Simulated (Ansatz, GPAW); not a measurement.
# 2H-NbSTe 3 layers, 2H (AA') in an electric field, part 2 of 3

How does 2H-NbSTe 3 layers, 2H (AA') screen a perpendicular field?

GPAW 26.7.0 and Ansatz 0.2.0; Ansatz plane waves; layer without images along its normal, relaxation of atoms and in-plane cell, with D3(BJ) dispersion (the session's first sound run).

So far. Step 2 (Relaxing the atoms): The relaxation lowered the energy of the cell by 0.571 eV.

### Step 3. The slab's potential

The work function is the vacuum plateau of the electrostatic potential less the Fermi level; a dipole layer lets the two faces have plateaus of their own.

This step: GPAW, PAW setups; slab in vacuum (GPAW 26.7.0).

The cell differs from the one that the last finished run ended in (c 56.974 → 34.225 Å).

The input, run.py:

```python
import json
import numpy as np
from ase import Atoms
from gpaw import GPAW, PW

slab = Atoms(
    ['Te', 'Nb', 'S', 'Te', 'Nb', 'S', 'Te', 'Nb', 'S'],
    positions=[
        [-0.00000, 2.00615, 9.00000],
        [0.00000, -0.00000, 10.95934],
        [-0.00000, 2.00615, 12.38853],
        [0.00000, -0.00000, 15.41813],
        [-0.00000, 2.00615, 17.38008],
        [0.00000, -0.00000, 18.80788],
        [-0.00000, 2.00615, 21.83557],
        [0.00000, -0.00000, 23.80761],
        [-0.00000, 2.00615, 25.22471]],
    cell=[[3.47475, 0.0, 0.0], [-1.73738, 3.00922, -0.0], [0.0, -0.0, 34.2247]],
    pbc=[True, True, False])

slab.calc = GPAW(mode=PW(400), xc='PBE', kpts={'size': (9, 9, 1), 'gamma': True},
                 occupations={'name': 'fermi-dirac', 'width': 0.05}, nbands='160%',
                 convergence={'density': 1e-05}, maxiter=200,
                 poissonsolver={'dipolelayer': 'xy'},
                 symmetry={'tolerance': 1e-3}, txt='slab.txt')
result = {}
energy = slab.get_potential_energy()
fermi = slab.calc.get_fermi_level()
v = slab.calc.get_electrostatic_potential().mean((0, 1)) - fermi
n = slab.calc.get_pseudo_density().mean((0, 1))
L = slab.cell[2, 2]
z = np.arange(len(v)) * L / len(v)
low, high = slab.positions[:, 2].min(), slab.positions[:, 2].max()
below, above = np.interp([low - 6.8, high + 6.8], z, v)
slopes = [np.interp(x, z, np.gradient(v, z)) for x in (low - 6.8, high + 6.8)]
eps = np.array([[slab.calc.get_eigenvalues(k, s) for k in range(len(slab.calc.get_ibz_k_points()))]
                for s in range(slab.calc.get_number_of_spins())]) - fermi
top, bottom = eps[eps < 0].max(), eps[eps > 0].min()
dipole = slab.get_dipole_moment()[2]
print(f'energy {energy:.4f} eV, Fermi level {fermi:.4f} eV, dipole {dipole:.5f} e A')
print(f'potential 6.8 A off the faces, from the Fermi level: lower {below:.4f} eV, upper {above:.4f} eV')
print(f'slope of the potential there: lower {slopes[0]:.5f}, upper {slopes[1]:.5f} eV/A')
print(f'nearest levels on the mesh: {top:.4f} and {bottom:.4f} eV')
print('magnetic moment', round(slab.get_magnetic_moment(), 3))
result.update(energy=energy, fermi=fermi, dipole=dipole, below=below, above=above, slopes=slopes, edges=[top, bottom],
              z=z.tolist(), v=v.tolist(), n=n.tolist(), positions=slab.positions.tolist(),
              forces=slab.get_forces(apply_constraint=False).tolist(), moments=slab.get_magnetic_moments().tolist())
json.dump(result, open('result.json', 'w'))
```

Command:

```console
> OMP_NUM_THREADS=1 OPENBLAS_NUM_THREADS=1 python run.py
```

Log:

```text
energy -59.4465 eV, Fermi level 2.0027 eV, dipole -0.03668 e A
potential 6.8 A off the faces, from the Fermi level: lower 4.9048 eV, upper 5.5142 eV
slope of the potential there: lower 0.00007, upper -0.00008 eV/A
nearest levels on the mesh: -0.0038 and 0.0262 eV
magnetic moment 0.0
```

It took 4.3 min on 1 thread of Intel Xeon Platinum 8488C (Sapphire Rapids), shared host; peak memory 0.32 GiB.

This step gave:

```
dipole along the normal                    : -0.03668 e·Å
levels nearest the Fermi level on the mesh : -0.003791, 0.02624 eV from the Fermi level
upper work function                        : 5.514 eV
lower work function                        : 4.905 eV
```

The electrostatic potential energy of an electron (without an applied field's), less the Fermi level, planar mean oscillates, so the rows of the table below give means over windows of 1.93 Å about each position, cut where the curve ends. Its maxima inside the range that stand out by 2 % of the span (Å: eV): 9.9: -3.23, 11.8: -6.68, 13.7: 4.07, 16.4: -3.20, 18.2: -6.70, 20.1: 4.06, 22.8: -3.15, 24.6: -6.87. Its minima: 9.0: -21.4, 10.9: -18.3, 12.4: -15.4, 15.4: -21.3, 17.4: -18.3, 18.8: -15.4, 21.8: -21.4, 23.9: -18.4, 25.2: -15.4.

Table of electrostatic potential energy of an electron (without an applied field's), less the Fermi level, planar mean by z; means over each step:

| z (Å) | electrostatic potential energy of an electron (without an applied field's), less the Fermi level, planar mean (eV) |
| --- | --- |
| 0.96 | 4.93 |
| 2.90 | 4.90 |
| 4.83 | 4.90 |
| 6.76 | 4.54 |
| 8.69 | -9.90 |
| 10.62 | -10.3 |
| 12.55 | -6.30 |
| 14.48 | -3.88 |
| 16.41 | -10.6 |
| 18.34 | -11.3 |
| 20.27 | 1.43 |
| 22.20 | -11.2 |
| 24.13 | -12.1 |
| 26.06 | -1.30 |
| 27.99 | 5.49 |
| 29.92 | 5.51 |
| 31.85 | 5.51 |
| 33.78 | 5.49 |

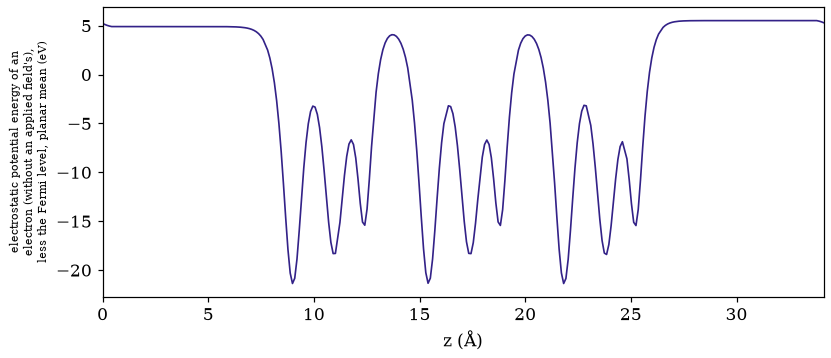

Electrostatic potential energy of an electron (without an applied field's), less the Fermi level, planar mean against z.

The pseudo valence density, planar mean oscillates, so the rows of the table below give means over windows of 2.5 Å about each position, cut where the curve ends. Its maxima inside the range that stand out by 2 % of the span (Å: e/Å³): 8.6: 0.302, 9.6: 0.367, 10.9: 1.15, 15.0: 0.302, 16.0: 0.366, 17.3: 1.14, 21.4: 0.302, 22.5: 0.365, 23.7: 1.14. Its minima: 9.0: 0.105, 10.1: 0.321, 13.9: 0.0631, 15.4: 0.105, 16.5: 0.320, 20.3: 0.0632, 21.8: 0.104, 22.9: 0.315.

Table of pseudo valence density, planar mean by z; means over each step:

| z (Å) | pseudo valence density, planar mean (e/Å³) |
| --- | --- |
| 2.5 | 0 |
| 5.0 | 2.0e-4 |
| 7.5 | 0.0995 |
| 10.0 | 0.497 |
| 12.5 | 0.360 |
| 15.0 | 0.209 |
| 17.5 | 0.616 |
| 20.0 | 0.195 |
| 22.5 | 0.389 |
| 25.0 | 0.491 |
| 27.5 | 0.0128 |
| 30.0 | 4.4e-6 |

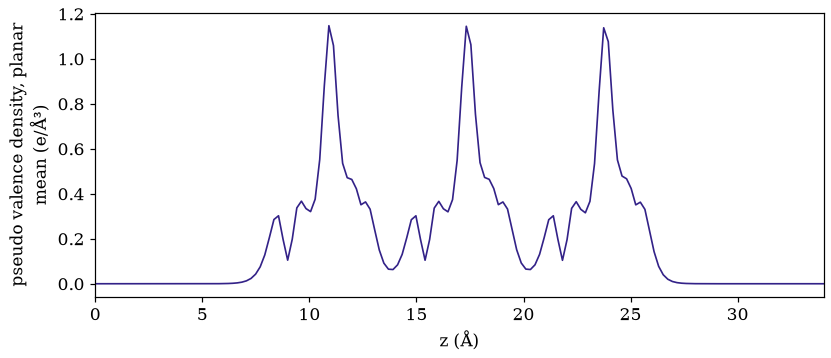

Pseudo valence density, planar mean against z.

Force by atom:

| atom | x (eV/Å) | y (eV/Å) | z (eV/Å) | size |
| --- | --- | --- | --- | --- |
| Te1 | 0.000 | 0.000 | -0.076 | 0.076 |
| Nb2 | 0.000 | 0.000 | -0.107 | 0.107 |
| S3 | 0.000 | 0.000 | -0.046 | 0.046 |
| Te4 | 0.000 | 0.000 | 0.083 | 0.083 |
| Nb5 | 0.000 | 0.000 | -0.051 | 0.051 |
| S6 | 0.000 | 0.000 | -0.033 | 0.033 |
| Te7 | 0.000 | 0.000 | 0.111 | 0.111 |
| Nb8 | 0.000 | 0.000 | 0.046 | 0.046 |
| S9 | 0.000 | 0.000 | 0.071 | 0.071 |

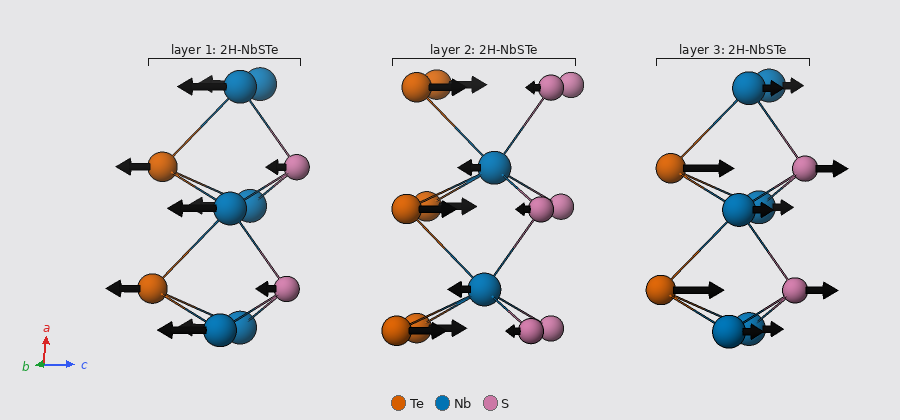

Force as arrows, the longest 0.111 eV/Å. Bonds to atoms that aren't drawn are left out. 2×1×1 cells are drawn. Some periodic images of atoms are drawn too.

The potential is flat to 7.6e-5 eV/Å where it is read, so the vacuum is wide enough. The geometry is the other program's minimum (found with a dispersion term); here the largest force on a free atom is 0.11 eV/Å.

### Step 4. Field on

A uniform field along the normal polarises the slab; the atoms stay fixed, so this is the electronic response alone.

run.py: that of step 3 with these lines changed.

```diff
@@ -4,2 +4,3 @@
 from gpaw import GPAW, PW
+from gpaw.external import ConstantElectricField
 
@@ -24,2 +25,3 @@
                  poissonsolver={'dipolelayer': 'xy'},
+                 external=ConstantElectricField(-0.2, [0, 0, 1]),
                  symmetry={'tolerance': 1e-3}, txt='slab.txt')
```

Log:

```text
energy -59.4749 eV, Fermi level 2.0165 eV, dipole -0.24926 e A
potential 6.8 A off the faces, from the Fermi level: lower 3.0201 eV, upper 7.3338 eV
slope of the potential there: lower 0.00008, upper -0.00007 eV/A
nearest levels on the mesh: -0.0038 and 0.0269 eV
magnetic moment 0.0
```

Elapsed: 11 min, on 1 thread; peak memory 0.63 GiB.

Numbers from this step:

```yaml
dipole_along_the_normal: -0.2493 e·Å
levels_nearest_the_fermi_level_on_the_mesh: -0.003754, 0.02686 eV from the Fermi level
potential_below_the_slab_the_applied_field_s_own_ramp_left_out: 3.020 eV from the Fermi level
potential_above_the_slab_the_applied_field_s_own_ramp_left_out: 7.334 eV from the Fermi level
```

The electrostatic potential energy of an electron (without an applied field's), less the Fermi level, planar mean oscillates, so the rows of the table below give means over windows of 1.93 Å about each position, cut where the curve ends. Its maxima inside the range that stand out by 2 % of the span (Å: eV): 9.9: -4.66, 11.8: -7.75, 13.7: 3.39, 16.4: -3.35, 18.2: -6.48, 20.1: 4.66, 22.8: -2.01, 24.6: -5.38, 29.6: 7.33. Its minima: 9.0: -23.0, 10.9: -19.6, 12.4: -16.4, 15.4: -21.7, 17.4: -18.3, 18.8: -15.1, 21.8: -20.4, 23.9: -17.0, 25.2: -13.8.

Electrostatic potential energy of an electron (without an applied field's), less the Fermi level, planar mean against z; means over each step:

| z (Å) | electrostatic potential energy of an electron (without an applied field's), less the Fermi level, planar mean (eV) |
| --- | --- |
| 0.96 | 3.23 |
| 2.90 | 3.02 |
| 4.83 | 3.02 |
| 6.76 | 2.67 |
| 8.69 | -11.6 |
| 10.62 | -11.6 |
| 12.55 | -7.22 |
| 14.48 | -4.41 |
| 16.41 | -10.7 |
| 18.34 | -11.0 |
| 20.27 | 2.06 |
| 22.20 | -10.2 |
| 24.13 | -10.7 |
| 26.06 | 0.432 |
| 27.99 | 7.31 |
| 29.92 | 7.33 |
| 31.85 | 7.33 |
| 33.78 | 7.17 |

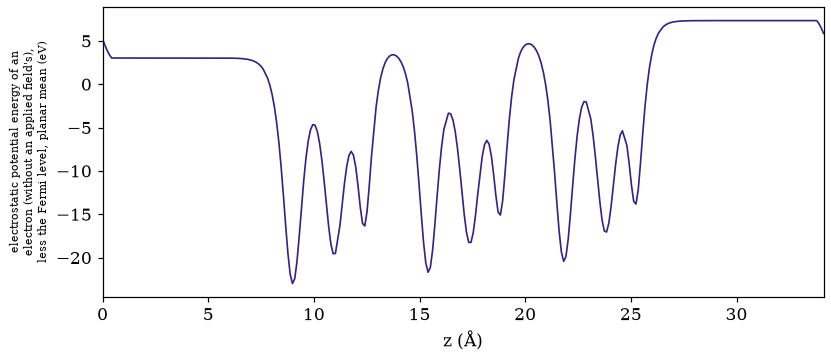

Electrostatic potential energy of an electron (without an applied field's), less the Fermi level, planar mean, plotted against z.

Force by atom:

| atom | x (eV/Å) | y (eV/Å) | z (eV/Å) | size |
| --- | --- | --- | --- | --- |
| Te1 | 0.000 | 0.000 | -0.095 | 0.095 |
| Nb2 | 0.000 | 0.000 | -0.092 | 0.092 |
| S3 | 0.000 | 0.000 | -0.043 | 0.043 |
| Te4 | 0.000 | 0.000 | 0.083 | 0.083 |
| Nb5 | 0.000 | 0.000 | -0.049 | 0.049 |
| S6 | 0.000 | 0.000 | -0.033 | 0.033 |
| Te7 | 0.000 | 0.000 | 0.122 | 0.122 |
| Nb8 | 0.000 | 0.000 | 0.016 | 0.016 |
| S9 | 0.000 | 0.000 | 0.093 | 0.093 |

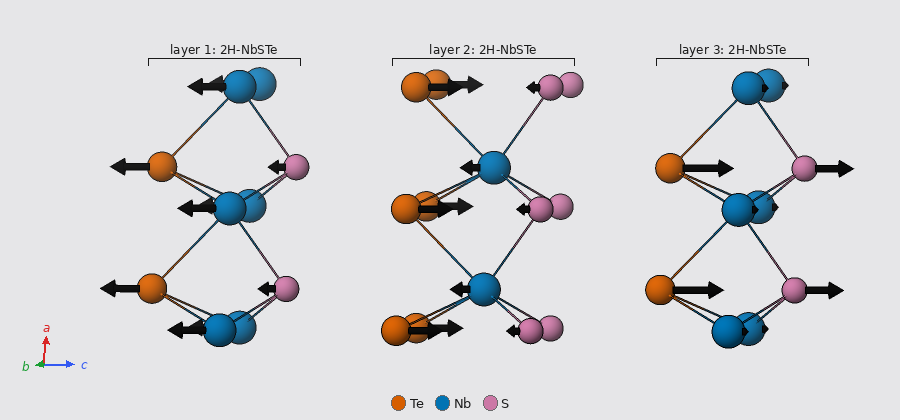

Force as arrows, the longest 0.122 eV/Å. Bonds to atoms that aren't drawn are left out. 2×1×1 cells are drawn. Some periodic images of atoms are drawn too.

The dipole is now -0.249 e Å, against -0.037 in the run without a field.

### Step 5. In a field

run.py: that of step 4 with these lines changed.

```diff
@@ -25,3 +25,3 @@
                  poissonsolver={'dipolelayer': 'xy'},
-                 external=ConstantElectricField(-0.2, [0, 0, 1]),
+                 external=ConstantElectricField(-0.1, [0, 0, 1]),
                  symmetry={'tolerance': 1e-3}, txt='slab.txt')
```

Log:

```text
energy -59.4554 eV, Fermi level 2.0099 eV, dipole -0.14225 e A
potential 6.8 A off the faces, from the Fermi level: lower 3.9617 eV, upper 6.4234 eV
slope of the potential there: lower 0.00008, upper -0.00007 eV/A
nearest levels on the mesh: -0.0037 and 0.0266 eV
magnetic moment 0.0
```

Elapsed: 9.9 min, on 1 thread; peak memory 0.62 GiB.

Numbers from this step:

```yaml
dipole_along_the_normal: -0.1423 e·Å
levels_nearest_the_fermi_level_on_the_mesh: -0.003725, 0.02656 eV from the Fermi level
potential_below_the_slab_the_applied_field_s_own_ramp_left_out: 3.962 eV from the Fermi level
potential_above_the_slab_the_applied_field_s_own_ramp_left_out: 6.423 eV from the Fermi level
```

The electrostatic potential energy of an electron (without an applied field's), less the Fermi level, planar mean oscillates, so the rows of the table below give means over windows of 1.93 Å about each position, cut where the curve ends. Its maxima inside the range that stand out by 2 % of the span (Å: eV): 9.9: -3.94, 11.8: -7.22, 13.7: 3.73, 16.4: -3.27, 18.2: -6.59, 20.1: 4.36, 22.8: -2.58, 24.6: -6.12, 29.6: 6.42. Its minima: 9.0: -22.2, 10.9: -18.9, 12.4: -15.9, 15.4: -21.5, 17.4: -18.3, 18.8: -15.3, 21.8: -20.9, 23.9: -17.7, 25.2: -14.6.

The electrostatic potential energy of an electron (without an applied field's), less the Fermi level, planar mean by z; means over each step:

| z (Å) | electrostatic potential energy of an electron (without an applied field's), less the Fermi level, planar mean (eV) |
| --- | --- |
| 0.96 | 4.08 |
| 2.90 | 3.96 |
| 4.83 | 3.96 |
| 6.76 | 3.61 |
| 8.69 | -10.7 |
| 10.62 | -11.0 |
| 12.55 | -6.76 |
| 14.48 | -4.14 |
| 16.41 | -10.7 |
| 18.34 | -11.2 |
| 20.27 | 1.75 |
| 22.20 | -10.7 |
| 24.13 | -11.4 |
| 26.06 | -0.434 |
| 27.99 | 6.40 |
| 29.92 | 6.42 |
| 31.85 | 6.42 |
| 33.78 | 6.33 |

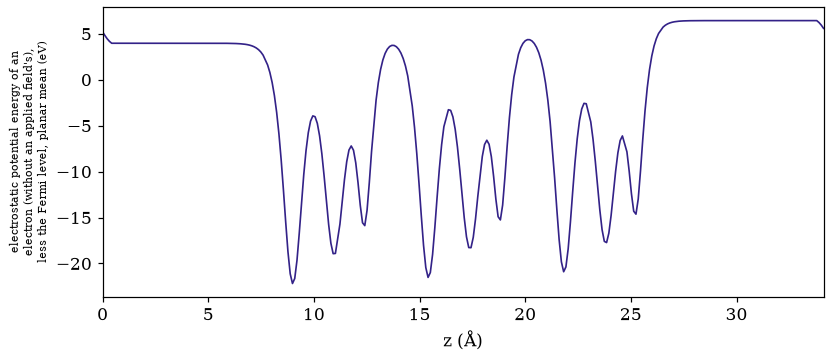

Electrostatic potential energy of an electron (without an applied field's), less the Fermi level, planar mean against z.

Force by atom:

| atom | x (eV/Å) | y (eV/Å) | z (eV/Å) | size |
| --- | --- | --- | --- | --- |
| Te1 | 0.000 | 0.000 | -0.085 | 0.085 |
| Nb2 | 0.000 | 0.000 | -0.100 | 0.100 |
| S3 | 0.000 | 0.000 | -0.044 | 0.044 |
| Te4 | 0.000 | 0.000 | 0.083 | 0.083 |
| Nb5 | 0.000 | 0.000 | -0.050 | 0.050 |
| S6 | 0.000 | 0.000 | -0.033 | 0.033 |
| Te7 | 0.000 | 0.000 | 0.116 | 0.116 |
| Nb8 | 0.000 | 0.000 | 0.030 | 0.030 |
| S9 | 0.000 | 0.000 | 0.082 | 0.082 |

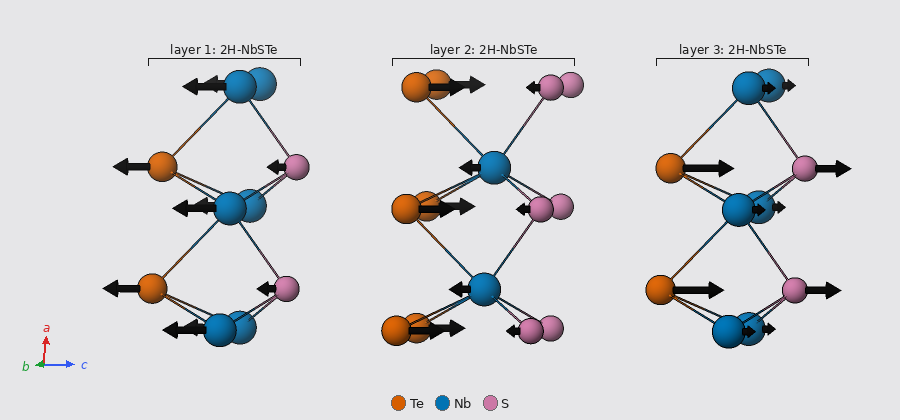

Force as arrows, the longest 0.116 eV/Å. Bonds to atoms that aren't drawn are left out. 2×1×1 cells are drawn. Some periodic images of atoms are drawn too.

The dipole is now -0.142 e Å, against -0.037 in the run without a field.

### Step 6. Field on

run.py: that of step 5 with these lines changed.

```diff
@@ -25,3 +25,3 @@
                  poissonsolver={'dipolelayer': 'xy'},
-                 external=ConstantElectricField(-0.1, [0, 0, 1]),
+                 external=ConstantElectricField(-0.05, [0, 0, 1]),
                  symmetry={'tolerance': 1e-3}, txt='slab.txt')
```

Log:

```text
energy -59.4496 eV, Fermi level 2.0063 eV, dipole -0.08876 e A
potential 6.8 A off the faces, from the Fermi level: lower 4.4328 eV, upper 5.9688 eV
slope of the potential there: lower 0.00007, upper -0.00007 eV/A
nearest levels on the mesh: -0.0038 and 0.0264 eV
magnetic moment 0.0
```

It took 13 min on 1 thread; peak memory 0.63 GiB.

The electrostatic potential energy of an electron (without an applied field's), less the Fermi level, planar mean oscillates, so the rows of the table below give means over windows of 1.93 Å about each position, cut where the curve ends. Its maxima inside the range that stand out by 2 % of the span (Å: eV): 9.9: -3.59, 11.8: -6.95, 13.7: 3.90, 16.4: -3.23, 18.2: -6.65, 20.1: 4.21, 22.8: -2.86, 24.6: -6.50. Its minima: 9.0: -21.8, 10.9: -18.6, 12.4: -15.6, 15.4: -21.4, 17.4: -18.3, 18.8: -15.3, 21.8: -21.1, 23.9: -18.1, 25.2: -15.0.

The electrostatic potential energy of an electron (without an applied field's), less the Fermi level, planar mean by z; means over each step:

| z (Å) | electrostatic potential energy of an electron (without an applied field's), less the Fermi level, planar mean (eV) |
| --- | --- |
| 0.96 | 4.51 |
| 2.90 | 4.43 |
| 4.83 | 4.43 |
| 6.76 | 4.07 |
| 8.69 | -10.3 |
| 10.62 | -10.7 |
| 12.55 | -6.53 |
| 14.48 | -4.01 |
| 16.41 | -10.6 |
| 18.34 | -11.2 |
| 20.27 | 1.59 |
| 22.20 | -10.9 |
| 24.13 | -11.7 |
| 26.06 | -0.866 |
| 27.99 | 5.95 |
| 29.92 | 5.97 |
| 31.85 | 5.97 |
| 33.78 | 5.91 |

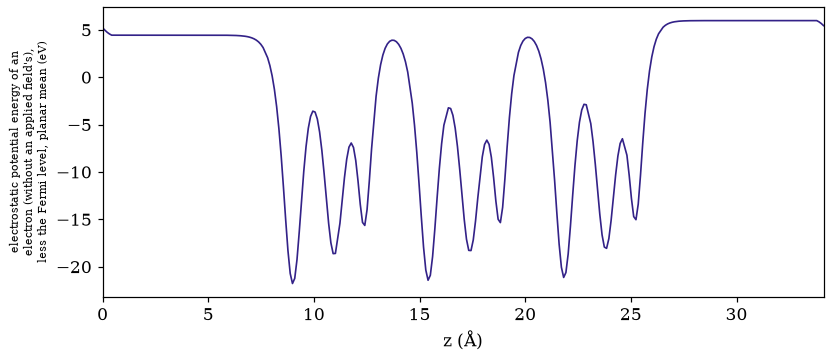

Electrostatic potential energy of an electron (without an applied field's), less the Fermi level, planar mean, plotted against z.

### Step 7. In a field

run.py: that of step 6 with these lines changed.

```diff
@@ -25,3 +25,3 @@
                  poissonsolver={'dipolelayer': 'xy'},
-                 external=ConstantElectricField(-0.05, [0, 0, 1]),
+                 external=ConstantElectricField(0.05, [0, 0, 1]),
                  symmetry={'tolerance': 1e-3}, txt='slab.txt')
```

Log:

```text
energy -59.4461 eV, Fermi level 1.9989 eV, dipole 0.01830 e A
potential 6.8 A off the faces, from the Fermi level: lower 5.3768 eV, upper 5.0601 eV
slope of the potential there: lower 0.00007, upper -0.00008 eV/A
nearest levels on the mesh: -0.0038 and 0.0261 eV
magnetic moment 0.0
```

Wall time 10 min (1 thread); peak memory 0.62 GiB.

### Step 8. Field on

run.py: that of step 7 with these lines changed.

```diff
@@ -25,3 +25,3 @@
                  poissonsolver={'dipolelayer': 'xy'},
-                 external=ConstantElectricField(0.05, [0, 0, 1]),
+                 external=ConstantElectricField(0.1, [0, 0, 1]),
                  symmetry={'tolerance': 1e-3}, txt='slab.txt')
```

Log:

```text
energy -59.4483 eV, Fermi level 1.9949 eV, dipole 0.07185 e A
potential 6.8 A off the faces, from the Fermi level: lower 5.8494 eV, upper 4.6060 eV
slope of the potential there: lower 0.00007, upper -0.00008 eV/A
nearest levels on the mesh: -0.0038 and 0.0259 eV
magnetic moment 0.0
```

Run time: 15 min. Hardware: 1 thread; peak memory 0.63 GiB.

The dipole is now 0.0718 e Å, against -0.037 in the run without a field.

### Step 9. Field on

run.py: that of step 8 with these lines changed.

```diff
@@ -25,3 +25,3 @@
                  poissonsolver={'dipolelayer': 'xy'},
-                 external=ConstantElectricField(0.1, [0, 0, 1]),
+                 external=ConstantElectricField(0.2, [0, 0, 1]),
                  symmetry={'tolerance': 1e-3}, txt='slab.txt')
```

Log:

```text
energy -59.4609 eV, Fermi level 1.9867 eV, dipole 0.17897 e A
potential 6.8 A off the faces, from the Fermi level: lower 6.7957 eV, upper 3.6985 eV
slope of the potential there: lower 0.00006, upper -0.00008 eV/A
nearest levels on the mesh: -0.0039 and 0.0256 eV
magnetic moment 0.0
```

It took 12 min on 1 thread; peak memory 0.63 GiB.

The dipole is now 0.179 e Å, against -0.037 in the run without a field.

[end of part 2 of 3]

[Logs are printed without paths, hosts, clocks, repeated set-up lines and the standing remarks that a program may print on its own settings, such as how far it seeks lower states.]

[Hosts, paths, dates, database ids (printed as entryN), source tags and the programs' standing remarks are cut or masked in the printed files.]
